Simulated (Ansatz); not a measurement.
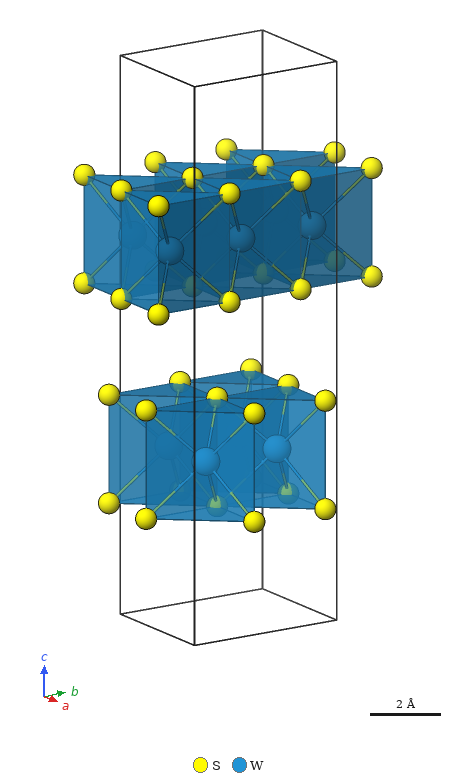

Fig. 1: The structure as given in the input (polyhedral view of the 2 × 2 repeat of the cell, with the vacuum cut short, seen slightly off an axis; polyhedra are completed across the faces of the cell). An atom can appear more than once, as a periodic image.

## Run report: WS$_{2}$, single-point calculation

- system: WS$_{2}$ (slab, 6 atoms in the cell)
- method: DFT PBE+D3(BJ), scalar-relativistic, plane waves, PAW, PAW set soft_1, no spin polarisation (Ansatz 0.2.0)

The structure derives from an entry of the Crystallography Open Database. Figures and captions count atoms from 1; the log counts them from 0 in places.

The input:
```yaml
crystal:
  lattice:
    - [3.1595457497, 0.0, 0.0]
    - [-1.5797728749, 2.7362468836, 0.0]
    - [0.0, 0.0, 23.8042575719]
  atoms:
    - { symbol: S, position: [0.3333333333, 0.6666666667, 0.1890418126] }
    - { symbol: W, position: [0.6666666667, 0.3333333333, 0.2552511581] }
    - { symbol: S, position: [0.3333333333, 0.6666666667, 0.3214605103] }
    - { symbol: S, position: [0.6666666667, 0.6666666667, 0.4449678279] }
    - { symbol: W, position: [0.3333333333, 1.0, 0.5111771733] }
    - { symbol: S, position: [0.6666666667, 0.6666666667, 0.5773865255] }
basis:
  ecutwfc: 420
kpoints:
  mp_grid: { grid: [9, 9, 1] }
hamiltonian:
  xc: pbe
  pseudopotentials: { kind: paw, azcp: { folder: soft_1 } }
  dispersion: d3bj
scf:
  occupations: { method: gaussian, width: 0.05 }
output:
  forces: true
  eigenvalues: true
  write_density: true
  write_potential: true
  elf: true
  volumetric_format: npy
efield:
  axis: 3
  dipole_correction: true
  ramp_width: 0.04
```

Machine: 1 thread of Arm Neoverse V1, 24 GiB of memory available, shared host.

Run as:
```bash
ansatz run input.yaml --threads 1 --pin off --max-ram 3072MiB --backend cpu --events-out ev --progress --plain --runs-dir out
```

Output:
```
Engine: ansatz 0.2.0, aarch64-unknown-linux-gnu
Pseudopotentials: kind: paw
Pseudopotential: S, paw, valence charge 6, recommended cutoff 420 eV (normal), [file]
Pseudopotential: W, paw, valence charge 14, recommended cutoff 420 eV (normal), [file]
Functional definition: PBE
  parameter kappa = 0.804
  parameter beta = 0.06672455060314922
  exchange = pbe_x(kappa = kappa, mu = beta*pi^2/3)
  correlation = pbe_c(beta = beta)
Crystal: 6 atoms, lattice volume = 205.795 Å³
Basis set: ecut = 420 eV, 3979 PW (Γ), exchange–correlation on 48×48×320 points (8 copies of the dense FFT grid, shifted against one another)
Bands: 32, of which v1, the nominal top of the filled ones, is band 26 counted from 1 (25 counted from 0)
Symmetry: 1 space group operations
k-points: 41 of 81 (time reversal used)
Non-local potential: S, projectors of the file, l = 0: 2, l = 1: 2, l = 2: 1
Non-local potential: W, projectors of the file, l = 0: 3, l = 1: 2, l = 2: 2, l = 3: 1
PAW form: soft (Blöchl's): semilocal exchange-correlation on the pseudo side does not see the compensation charge
PAW one-centre angular grid: S, 110 points (default); XC on 64 Gauss nodes
PAW one-centre angular grid: W, 590 points (default); XC on 64 Gauss nodes
Initial density: superposition of atomic densities (neutral atoms: chi_scale 0, normalization atom)
Initial wavefunctions: pseudopotential atomic-orbital guess
Functional: x = pbe(κ = 0.804, μ = 0.2195149727645171), c = pbe(β = 0.06672455060314922)
SCF iter   1: F=—  HF=-24387.947051 eV  |F-HF|=—  |Δ(HF+E_count)|=         —  Δρ=3.40e-2  dr2=2.69e0  ethr=3.10e-3  p=-0.000 e·Å  D=-9.01e-8 V/Å  ΔV_dip=0.00 eV  dr2_dipole=3.30e-8  V_vac-E_F(+/−)=5.53/5.53 eV  ⟨swp⟩=10.1  Hψ=7996  notcnv=0
efield: sawtooth ramp at fractional position 0.8632 (placed from the atoms, in the widest stretch of the axis that holds none; the zero of the levels goes with the place), width 0.0400; the density the first Hamiltonian is built on has a dipole p = -0.000 e·Å; the dipole correction subtracts the counter field D = -9.01e-8 V/Å, which shifts the + side's vacuum level by +0.00 eV against the − side's; the planar-averaged density in the ramp window peaks in size at 2.2e-7 e/Å³
preconditioner: auto → none  [insulator: Δε(μ)=1.376 eV  Ē_g=8.735 eV  σ=0.050 eV  W_gap=1.00  n_scr=16 (ndim 8)  ℏωp=15.5 eV  f_vac=0.468  D(μ)=0.00/eV (n_scr^D=0)  ε∞_Penn≈4.2]
SCF iter   2: F=—  HF=-24387.214252 eV  |F-HF|=—  |Δ(HF+E_count)|=   7.33e-1  Δρ=1.49e-2  dr2=5.34e-1  ethr=3.10e-3  p=-0.000 e·Å  D=-1.21e-4 V/Å  ΔV_dip=0.00 eV  dr2_dipole=9.63e-7  V_vac-E_F(+/−)=4.77/4.76 eV  ⟨swp⟩=3.9  Hψ=3620  notcnv=0  defer=61
SCF iter   3: F=—  HF=-24387.275001 eV  |F-HF|=—  |Δ(HF+E_count)|=   6.07e-2  Δρ=1.26e-2  dr2=9.31e-1  ethr=1.03e-3  p=0.001 e·Å  D=4.44e-4 V/Å  ΔV_dip=-0.01 eV  dr2_dipole=1.48e-5  V_vac-E_F(+/−)=4.16/4.17 eV  ⟨swp⟩=4.1  Hψ=2819  notcnv=0  defer=60
SCF iter   4: F=—  HF=-24387.131752 eV  |F-HF|=—  |Δ(HF+E_count)|=   1.43e-1  Δρ=5.46e-3  dr2=4.31e-2  ethr=1.03e-3  p=-0.001 e·Å  D=-5.38e-4 V/Å  ΔV_dip=0.01 eV  dr2_dipole=1.96e-5  V_vac-E_F(+/−)=4.61/4.60 eV  ⟨swp⟩=3.2  Hψ=2393  notcnv=0  defer=58
SCF iter   5: F=—  HF=-24387.127049 eV  |F-HF|=—  |Δ(HF+E_count)|=   4.70e-3  Δρ=7.94e-4  dr2=2.50e-3  ethr=8.29e-5  p=0.004 e·Å  D=3.58e-3 V/Å  ΔV_dip=-0.09 eV  dr2_dipole=9.32e-4  V_vac-E_F(+/−)=4.51/4.59 eV  ⟨swp⟩=2.1  Hψ=1857  notcnv=0  defer=58
SCF iter   6: F=—  HF=-24387.127297 eV  |F-HF|=—  |Δ(HF+E_count)|=   2.48e-4  Δρ=5.70e-4  dr2=3.87e-3  ethr=4.81e-6  p=-0.006 e·Å  D=-5.23e-3 V/Å  ΔV_dip=0.12 eV  dr2_dipole=1.93e-3  V_vac-E_F(+/−)=4.58/4.46 eV  ⟨swp⟩=3.0  Hψ=2523  notcnv=0  defer=58
SCF iter   7: F=—  HF=-24387.126790 eV  |F-HF|=—  |Δ(HF+E_count)|=   5.06e-4  Δρ=1.35e-4  dr2=5.99e-5  ethr=4.81e-6  p=-0.000 e·Å  D=-2.73e-6 V/Å  ΔV_dip=0.00 eV  dr2_dipole=1.55e-7  V_vac-E_F(+/−)=4.52/4.52 eV  ⟨swp⟩=2.0  Hψ=1654  notcnv=0  defer=58
SCF iter   8: F=—  HF=-24387.126718 eV  |F-HF|=—  |Δ(HF+E_count)|=   7.26e-5  Δρ=1.49e-4  dr2=5.67e-4  ethr=1.15e-7  p=-0.001 e·Å  D=-5.97e-4 V/Å  ΔV_dip=0.01 eV  dr2_dipole=2.33e-5  V_vac-E_F(+/−)=4.54/4.53 eV  ⟨swp⟩=3.2  Hψ=2782  notcnv=0  defer=58
SCF iter   9: F=—  HF=-24387.126664 eV  |F-HF|=—  |Δ(HF+E_count)|=   5.40e-5  Δρ=3.08e-5  dr2=1.52e-6  ethr=1.15e-7  p=0.000 e·Å  D=2.42e-5 V/Å  ΔV_dip=-0.00 eV  dr2_dipole=1.69e-7  V_vac-E_F(+/−)=4.53/4.53 eV  ⟨swp⟩=2.6  Hψ=2082  notcnv=0  defer=58
SCF iter  10: F=—  HF=-24387.126664 eV  |F-HF|=—  |Δ(HF+E_count)|=   3.48e-7  Δρ=1.64e-5  dr2=1.55e-6  ethr=2.93e-9  p=0.000 e·Å  D=1.22e-5 V/Å  ΔV_dip=-0.00 eV  dr2_dipole=1.42e-9  V_vac-E_F(+/−)=4.53/4.53 eV  ⟨swp⟩=3.5  Hψ=2856  notcnv=0  defer=58
SCF iter  11: F=—  HF=-24387.126664 eV  |F-HF|=—  |Δ(HF+E_count)|=   9.37e-8  Δρ=1.20e-5  dr2=8.23e-7  ethr=2.93e-9  p=-0.000 e·Å  D=-6.79e-6 V/Å  ΔV_dip=0.00 eV  dr2_dipole=1.02e-9  V_vac-E_F(+/−)=4.53/4.53 eV  ⟨swp⟩=2.0  Hψ=1821  notcnv=0  defer=58
SCF iter  12: F=—  HF=-24387.126664 eV  |F-HF|=—  |Δ(HF+E_count)|=   7.74e-8  Δρ=5.87e-6  dr2=1.56e-7  ethr=1.58e-9  p=-0.000 e·Å  D=-8.48e-6 V/Å  ΔV_dip=0.00 eV  dr2_dipole=5.98e-10  V_vac-E_F(+/−)=4.53/4.53 eV  ⟨swp⟩=2.1  Hψ=1519  notcnv=0  defer=58
SCF iter  13: F=-24387.126664 eV  HF=-24387.126664 eV  |F-HF|=4.46e-9  |Δ(HF+E_count)|=   1.42e-8  Δρ=1.56e-6  dr2=7.19e-9  ethr=1.92e-10  p=-0.000 e·Å  D=-3.06e-6 V/Å  ΔV_dip=0.00 eV  dr2_dipole=3.23e-10  V_vac-E_F(+/−)=4.53/4.53 eV  ⟨swp⟩=20.7  Hψ=11718  notcnv=0
SCF 1 converged in 13 iterations: F = -24387.126664 eV  dr2 = 7.19e-9
  greatest PAW one-centre occupation: 0.999 electrons in one spin orbital (limit 2), on the W atom at site 4 (counted from 0), in its partial waves of l = 0
```

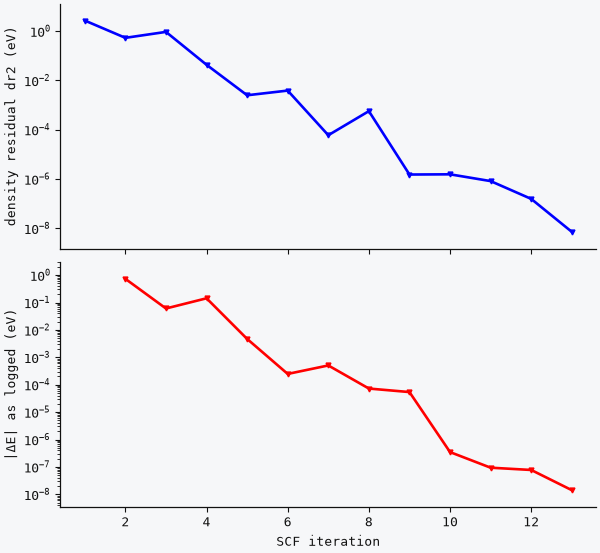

Fig. 2: Convergence of the self-consistent field: density residual dr2 and size of the energy change against the SCF iteration. The residual comes down, with one marked jump up, by a factor of about 9, at step 8.

```
SCF converged after 13 iterations
Free energy (F): -24387.126664 eV
Harris-Foulkes:  -24387.126664 eV  (|F-HF|=4.46e-9)
Internal energy: -24387.126664 eV  (E = F + TS)
E sigma→0 (E₀):  -24387.126664 eV
Fermi energy:    4.136041 eV
Dipole field:    D = 0.000021 V/Å  (p = 0.000024 e·Å, saw-weighted, corrected)
Work function:   Φ+ = 4.5268 eV   Φ− = 4.5273 eV
Levels:          The Fermi level and band energies are counted from a zero that moves with the ramp; work functions are not
--- Per-component energies (eV) ---
  E_band       = -794.723733
  E_kinetic    = 1269.280355
  E_local      = -34030.376169  (includes V_loc(G=0)·N_el)
  E_nonlocal   = 87.774720
  E_hartree    = 16518.215221
  E_xc         = -892.208641
  E_vxc        = -795.288262  (∫ρ·V_xc dr)
  E_paw        = -19589.422592  (= ΣΔE_a)
  E_vpaw       = -362.543242  (= ΣTr[D̂ρ^β])
  E_aug_tail   = 0.000309  (compensation charges beyond the density's cutoff)
  E_efield     = 0.000000  (sawtooth field / dipole correction)
  E_vefield    = 0.000000  (∫n·V_field dr)
  E_ewald      = 12251.824479
  E_disp       = -2.214345  (pairwise vdW)
  E_smearing   = -0.000000  (= −TS)
  E_closure    = 0.000000  (closes the sum)
  Σ components = -24387.126664   (vs F -24387.126664, Δ=0.00e0)
--- Forces (eV/Å), atoms counted from 1 ---
  atom   1  S      0.00297993    -0.00662522     0.00454254
  atom   2  W     -0.03970361     0.01935787     0.02777990
  atom   3  S     -0.11803730     0.00361287    -0.23027164
  atom   4  S      0.11803718    -0.00361274     0.23029476
  atom   5  W      0.03970382    -0.01935783    -0.02777225
  atom   6  S     -0.00297989     0.00662521    -0.00457845
  max |Σ_I F_I| component: 5.15e-6 eV/Å
--- Band table (eV; the first three rows and the last of 41) ---
  k-point 0: bands = ["-70.9801", "-70.9800", "-35.2495", "-35.2494", "-35.0679", "-35.0678", "-35.0670", "-35.0669", "-11.9647", "-11.8130", "-10.3845", "-10.1186", "-3.8222", "-3.1921", "0.1277", "0.1451", "0.1560", "0.1562", "0.1763", "1.3626", "1.3824", "1.3834", "1.4045", "1.4163", "2.6180", "3.4525", "5.8426", "5.8453", "5.9220", "5.9227", "5.9974", "5.9993"]
  k-point 1: bands = ["-70.9779", "-70.9778", "-35.2417", "-35.2416", "-35.1108", "-35.1107", "-35.0772", "-35.0771", "-11.7593", "-11.6056", "-10.3005", "-10.0457", "-3.5829", "-2.9473", "-0.3754", "-0.3549", "-0.1929", "0.3450", "0.3576", "0.5042", "1.0679", "1.0919", "1.3672", "1.8673", "2.5640", "3.2109", "5.4454", "5.6900", "5.7305", "5.8041", "5.8963", "5.9482"]
  k-point 2: bands = ["-70.9724", "-70.9723", "-35.2222", "-35.2222", "-35.2181", "-35.2180", "-35.1024", "-35.1023", "-11.1983", "-11.0407", "-10.0724", "-9.8482", "-3.0149", "-2.4154", "-1.3932", "-1.3209", "-0.9050", "-0.5217", "0.4401", "0.4681", "0.8469", "0.8727", "1.0440", "1.7074", "2.1537", "2.4423", "5.0032", "5.5017", "5.5302", "5.6197", "5.9556", "6.2963"]
  k-point 40: bands = ["-70.9630", "-70.9629", "-35.3770", "-35.3769", "-35.1879", "-35.1878", "-35.1667", "-35.1666", "-10.0074", "-9.8843", "-9.5814", "-9.4733", "-3.1744", "-3.0152", "-2.2073", "-2.0352", "-1.6225", "-1.1872", "-0.6109", "-0.3842", "0.6626", "0.7835", "0.9504", "1.0492", "2.1007", "2.2056", "5.3069", "5.6900", "6.1214", "6.1574", "6.6477", "6.8945"]
```

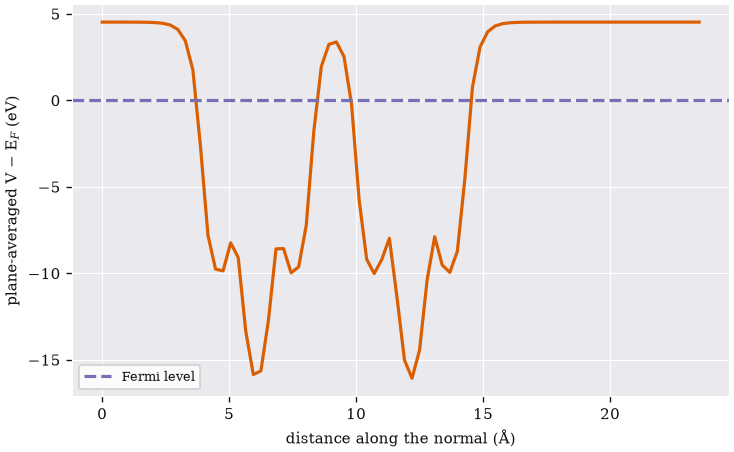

Fig. 3: Plane average of the electrostatic potential energy of an electron across the cell, from the Fermi level. The vacuum level lies 4.53 eV above the Fermi level.

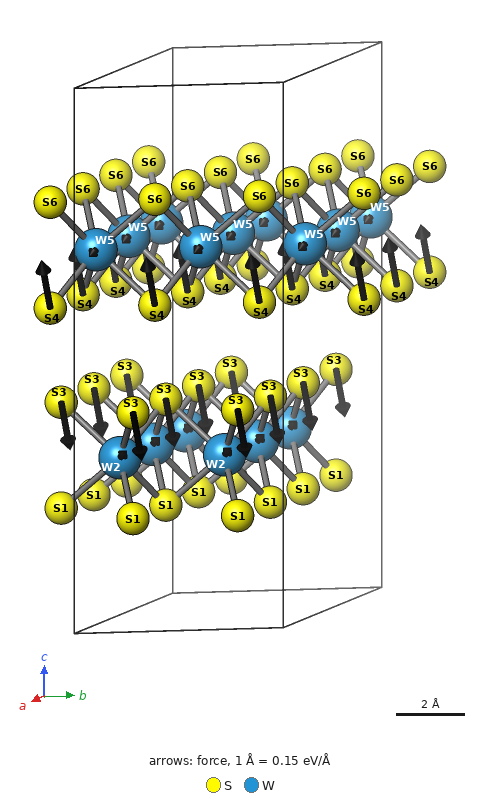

Fig. 4: Forces on the atoms as black arrows (ball-and-stick view of the 3 × 2 repeat of the cell, with the vacuum cut short, seen slightly off an axis; bonded neighbours outside the cell are drawn too; atoms are numbered from 1 in the order of the input); the smallest are left out. The largest act on S3, S4 (0.26 eV/Å). The geometry is not a stationary point of this energy.

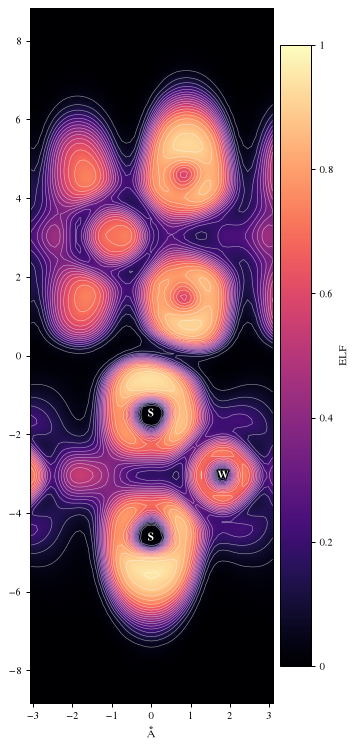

Fig. 5: Electron localisation function on the (110) plane of the calculation cell, a cut from vacuum to vacuum. W–S (2.41 Å): the ELF is about 0.50 at the midpoint. The strong features right at W lie inside the PAW spheres (semicore, d or f shells) and say nothing about bonding. In a PAW calculation such maps are meaningful between the atoms, not at the nuclei.

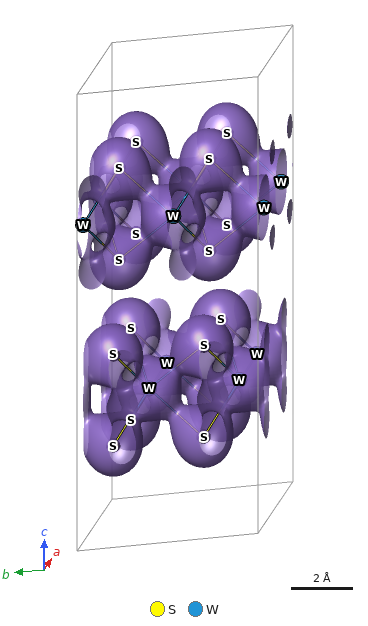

Fig. 6: Isosurface of the valence electron density at 0.5 e/Å³ (purple), seen at an oblique angle. Sticks mark near contacts. At this value the density is joined into sheets; it holds about 70 % of the electrons treated as valence (semicore included). On the grid the lowest density along these lines, outside the cores, is 0.63 e/Å³ (W–S, 2.41 Å).

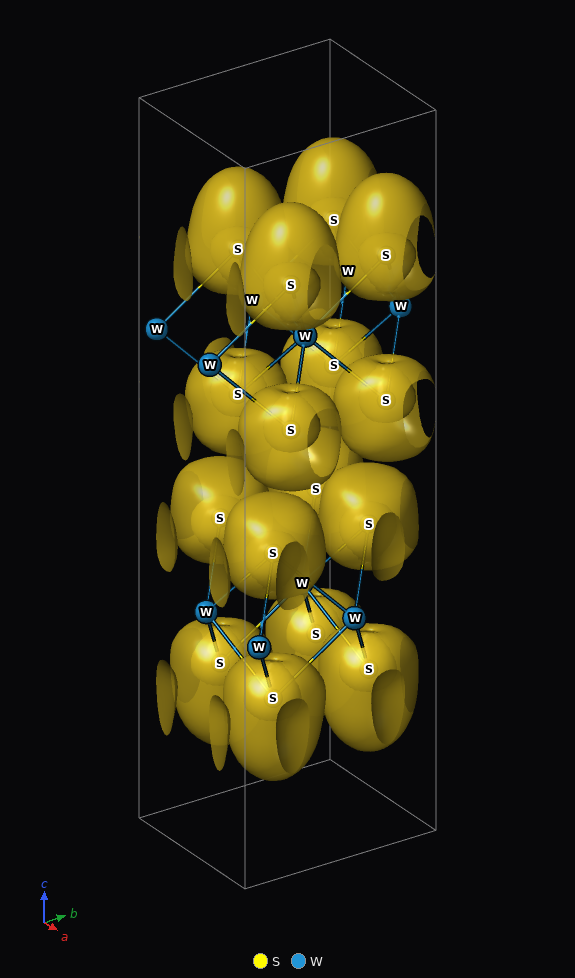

Fig. 7: Isosurface of the electron localisation function at 0.7 (yellow), seen slightly off an axis. Only the valence region is drawn (cores and ρ < 0.01 e/Å³ removed). Sticks mark near contacts. Profiles from the grid: W–S (2.41 Å): the ELF is about 0.50 at the midpoint.

Key numbers:

| quantity | value |
| --- | --- |
| outcome | converged |
| electrons treated | 52 |
| free energy | −24387.1267 eV |
| work function, top face | 4.53 eV |
| work function, bottom face | 4.53 eV |
| Fermi energy | 4.136 eV |
| gap on the k-point mesh | 1.37 eV |
| work function (upper face) | 4.53 eV |
| largest force (length of the vector) | 0.259 eV/Å |
| wall time | 40 s |
| peak memory | 0.48 GiB |

Notes:

Spin–orbit coupling is left out, which matters for W.
